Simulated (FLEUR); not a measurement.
## CsI: 5 runs along one coordinate

System: CsI (2 atoms in the cell).
Method: Kohn-Sham DFT of a periodic cell, SCAN, all-electron, no spin polarisation (FLEUR MaX-R8.1 (later development tree)).

The 5 runs differ only in the geometry, by an even scaling of the cell at fixed fractional positions. The structure derives from an entry of the Crystallography Open Database.

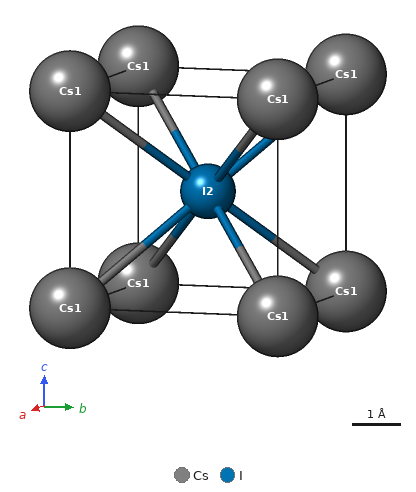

Figure 1. The structure of run 3 (ball-and-stick view of the cell of the calculation, seen slightly off an axis; atoms are numbered from 1 in the order of the input).

## Input of run 3
```
<?xml version="1.0" encoding="UTF-8" standalone="no"?>
<fleurInput fleurInputVersion="0.39">
   <comment>
      CsI                                                                                                 
   </comment>
   <calculationSetup>
      <cutoffs Kmax="4.1" Gmax="12.7" GmaxXC="12.7" numbands="0"/>
      <scfLoop itmax="60" minDistance="0.00001" maxIterBroyd="15" imix="Anderson" alpha="0.05" precondParam="0.0" spinf="2.0" sdNocoIR="T"/>
      <coreElectrons ctail="F" frcor="F" kcrel="0" coretail_lmax="0"/>
      <xcFunctional name="LibXC" relativisticCorrections="F">
         <LibXCName exchange="mgga_x_scan" correlation="mgga_c_scan"/>
         <AuxGGA exchange="117" correlation="130"/>
      </xcFunctional>
      <magnetism jspins="1"/>
      <soc l_soc="F" theta="0.0" phi="0.0" spav="F"/>
      <expertModes spex="0" secvar="F"/>
      <geometryOptimization l_f="F" forcealpha="1.0" forcemix="BFGS" epsdisp="0.00001" epsforce="0.00001"/>
      <ldaU l_linMix="F" mixParam="0.05" spinf="1.0"/>
   </calculationSetup>
   <cell>
      <bzIntegration valenceElectrons="42.0" mode="hist" fermiSmearingEnergy="0.00183747">
         <kPointListSelection listName="default-1"/>
         <!-- k-points included here -->
         <xi:include xmlns:xi="http://www.w3.org/2001/XInclude" href="kpts.xml"> </xi:include>
      </bzIntegration>
      <!-- symmetry operations included here -->
      <xi:include xmlns:xi="http://www.w3.org/2001/XInclude" href="sym.xml"> </xi:include>
      <bulkLattice scale="1.0">
         <bravaisMatrix>
            <row-1>    8.6298122932108203     0.0000000000000000     0.0000000000000000</row-1>
            <row-2>    0.0000000000000000     8.6298122932108203     0.0000000000000000</row-2>
            <row-3>    0.0000000000000000     0.0000000000000000     8.6298122932108203</row-3>
         </bravaisMatrix>
      </bulkLattice>
   </cell>
   <atomSpecies>
      <species name="Cesium (Cs)" element="Cs" atomicNumber="55">
         <mtSphere radius="2.66" gridPoints="879" logIncrement="0.015"/>
         <atomicCutoffs lmax="11" lnonsphr="8"/>
         <electronConfig flipSpins="F">
            <coreConfig>(1s1/2) (2s1/2) (2p1/2) (2p3/2) (3s1/2) (3p1/2) (3p3/2) (4s1/2) (3d3/2) (3d5/2) (4p1/2) (4p3/2)</coreConfig>
            <valenceConfig>(5s1/2) (4d3/2) (4d5/2) (5p1/2) (5p3/2) (6s1/2)</valenceConfig>
            <stateOccupation state="(6s1/2)" spinUp="0.500000" spinDown="0.500000"/>
         </electronConfig>
         <energyParameters s="6" p="5" d="4" f="4"/>
         <lo type="SCLO" l="0" n="5" eDeriv="0"/>
         <lo type="HELO" l="1" n="6" eDeriv="0"/>
         <lo type="HELO" l="1" n="6" eDeriv="1"/>
         <lo type="HELO" l="2" n="5" eDeriv="0"/>
         <lo type="HELO" l="2" n="5" eDeriv="1"/>
         <lo type="SCLO" l="3" n="4" eDeriv="2"/>
      </species>
      <species name="Iodine (I)" element="I" atomicNumber="53">
         <mtSphere radius="2.66" gridPoints="879" logIncrement="0.015"/>
         <atomicCutoffs lmax="11" lnonsphr="8"/>
         <electronConfig flipSpins="F">
            <coreConfig>(1s1/2) (2s1/2) (2p1/2) (2p3/2) (3s1/2) (3p1/2) (3p3/2) (4s1/2) (3d3/2) (3d5/2)</coreConfig>
            <valenceConfig>(4p1/2) (4p3/2) (5s1/2) (4d3/2) (4d5/2) (5p1/2) (5p3/2)</valenceConfig>
            <stateOccupation state="(5p1/2)" spinUp="0.833333" spinDown="0.833333"/>
            <stateOccupation state="(5p3/2)" spinUp="1.666667" spinDown="1.666667"/>
         </electronConfig>
         <energyParameters s="5" p="5" d="5" f="4"/>
         <lo type="SCLO" l="1" n="4" eDeriv="0"/>
         <lo type="SCLO" l="1" n="4" eDeriv="1"/>
         <lo type="SCLO" l="2" n="4" eDeriv="0"/>
         <lo type="SCLO" l="2" n="4" eDeriv="1"/>
         <lo type="SCLO" l="0" n="5" eDeriv="2"/>
         <lo type="SCLO" l="3" n="4" eDeriv="2"/>
      </species>
   </atomSpecies>
   <atomGroups>
      <atomGroup species="Cesium (Cs)">
         <relPos label="                   1">.0000000000 .0000000000 .0000000000</relPos>
         <force calculate="T" relaxXYZ="TTT"/>
      </atomGroup>
      <atomGroup species="Iodine (I)">
         <relPos label="                   2">1.000/2.000 1.000/2.000 1.000/2.000</relPos>
         <force calculate="T" relaxXYZ="TTT"/>
      </atomGroup>
   </atomGroups>
   <output dos="F" band="F" slice="F">
      <checks vchk="F" cdinf="F"/>
      <bandDOS minEnergy="-.5*Htr" maxEnergy="0.5*Htr" sigma="0.015" storeEVData="T"/>
      <vacuumDOS vacdos="F" integ="F" star="F" nstars="0" locx1="0.0" locy1="0.0" locx2="0.0" locy2="0.0" nstm="0" tworkf="0.0"/>
      <unfoldingBand unfoldBand="F" supercellX="1" supercellY="1" supercellZ="1"/>
      <plotting iplot="0" polar="F">
         <plot TwoD="T" vec1="  1.0  0.0  0.0" vec2="  0.0  1.0  0.0" vec3="  0.0  0.0  1.0" zero="  0.0  0.0  0.0" file="plot"/>
      </plotting>
      <chargeDensitySlicing numkpt="0" minEigenval="0.0" maxEigenval="0.0" nnne="0" pallst="F"/>
      <specialOutput eonly="F"/>
      <moessbauerParams electricFieldGradient="T" isomerShift="T" coreHyperfine="T" valenceHyperfine="T"/>
      <magneticCircularDichroism mcd="F" energyLo="-10.0" energyUp="0.0"/>
   </output>
  <!-- We include the file relax.xml here to enable relaxations (see documentation) -->
  <xi:include xmlns:xi="http://www.w3.org/2001/XInclude" href="relax.xml"> <xi:fallback/> </xi:include>
</fleurInput>
```

Lattice vectors (Å) and fractional positions of run 3:
```
   4.566700    0.000000    0.000000
   0.000000    4.566700    0.000000
   0.000000    0.000000    4.566700
Cs  0.000000  0.000000  0.000000
I   0.500000  0.500000  0.500000
```

Run 4 has the same physical settings and fractional positions; its lattice vectors (Å) are:
```
   4.626795    0.000000    0.000000
   0.000000    4.626795    0.000000
   0.000000    0.000000    4.626795
```

## Results, with one run withheld

| run | volume per atom (Å³) | free energy per atom, from the lowest run given (meV) | gap on the mesh (eV) |
| --- | --- | --- | --- |
| 1 | 44.762 | 14.58 | 4.52 |
| 2 | 45.714 | 7.41 | 4.55 |
| 3 | 47.619 | 0.00 | 4.60 |
| 4 | 49.523 | ? | ? |
| 5 | 50.476 | 1.88 | 4.33 |

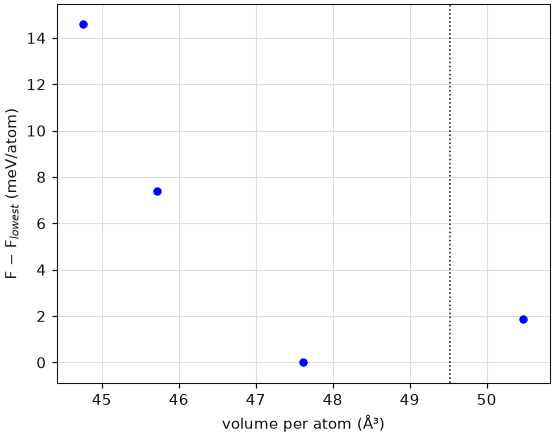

Figure 2. Free energy per atom of the runs given; the dotted line marks run 4.

Estimate the energy of run 4 from the others.

A quadratic polynomial in V^(−2/3) (the Birch–Murnaghan form), fitted to the 4 runs given, misses them by at most 0.10 meV per atom. With x = V^(−2/3) − 0.07672 Å⁻², it reads F = 1.3421 + 2840.3 x + 8.5565e+05 x² (meV per atom). At run 4 it gives −0.31 meV per atom, and the run itself gives −0.31. The fit has its minimum at 48.628 Å³ per atom, where V d²F/dV² gives 14.1 GPa: the bulk modulus at this level, since symmetry fixes the shape and the positions. The gap on the mesh lies between 4.33 eV (run 5) and 4.60 eV (run 3); run 4 has 4.41 eV. These are gaps of this functional on this mesh, which can miss the band edges; they aren't the measured gap.

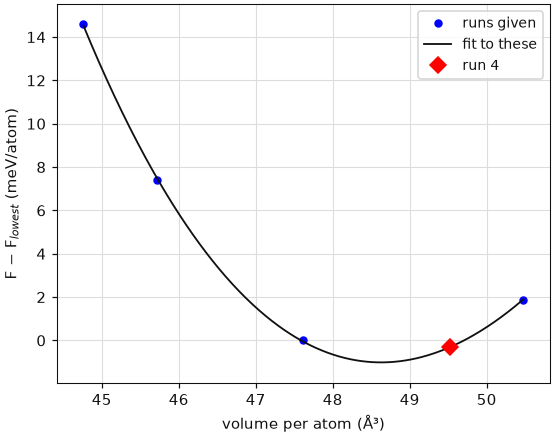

Figure 3. The fit and the withheld run.

## End of the output (run 4)
```
[...]
The functional 'Perdew, Burke & Ernzerhof' is a correlation functional, it belongs to the 'GGA' family and is defined in the reference(s):
[1] J. P. Perdew, K. Burke, and M. Ernzerhof.,  Phys. Rev. Lett. 77, 3865 (1996)
[2] J. P. Perdew, K. Burke, and M. Ernzerhof.,  Phys. Rev. Lett. 78, 1396 (1997)
 Using same functional for VXC and EXC

 Iteration:    18   Distance:       0.00014677 me/bohr^3
The functional 'Hammer, Hansen, and Norskov' is an exchange functional, it belongs to the 'GGA' family and is defined in the reference(s):
[1] B. Hammer, L. B. Hansen, and J. K. Nørskov.,  Phys. Rev. B 59, 7413 (1999)
The functional 'Perdew, Burke & Ernzerhof' is a correlation functional, it belongs to the 'GGA' family and is defined in the reference(s):
[1] J. P. Perdew, K. Burke, and M. Ernzerhof.,  Phys. Rev. Lett. 77, 3865 (1996)
[2] J. P. Perdew, K. Burke, and M. Ernzerhof.,  Phys. Rev. Lett. 78, 1396 (1997)
 Using same functional for VXC and EXC

 Iteration:    19   Distance:       0.00004436 me/bohr^3
The functional 'Hammer, Hansen, and Norskov' is an exchange functional, it belongs to the 'GGA' family and is defined in the reference(s):
[1] B. Hammer, L. B. Hansen, and J. K. Nørskov.,  Phys. Rev. B 59, 7413 (1999)
The functional 'Perdew, Burke & Ernzerhof' is a correlation functional, it belongs to the 'GGA' family and is defined in the reference(s):
[1] J. P. Perdew, K. Burke, and M. Ernzerhof.,  Phys. Rev. Lett. 77, 3865 (1996)
[2] J. P. Perdew, K. Burke, and M. Ernzerhof.,  Phys. Rev. Lett. 78, 1396 (1997)
 Using same functional for VXC and EXC

 Iteration:    20   Distance:       0.00001588 me/bohr^3
The functional 'Hammer, Hansen, and Norskov' is an exchange functional, it belongs to the 'GGA' family and is defined in the reference(s):
[1] B. Hammer, L. B. Hansen, and J. K. Nørskov.,  Phys. Rev. B 59, 7413 (1999)
The functional 'Perdew, Burke & Ernzerhof' is a correlation functional, it belongs to the 'GGA' family and is defined in the reference(s):
[1] J. P. Perdew, K. Burke, and M. Ernzerhof.,  Phys. Rev. Lett. 77, 3865 (1996)
[2] J. P. Perdew, K. Burke, and M. Ernzerhof.,  Phys. Rev. Lett. 78, 1396 (1997)
 Using same functional for VXC and EXC

 Iteration:    21   Distance:       0.00000806 me/bohr^3

 ********************************************************************
 Run finished successfully
 Stop message:
   all done
 ********************************************************************
```
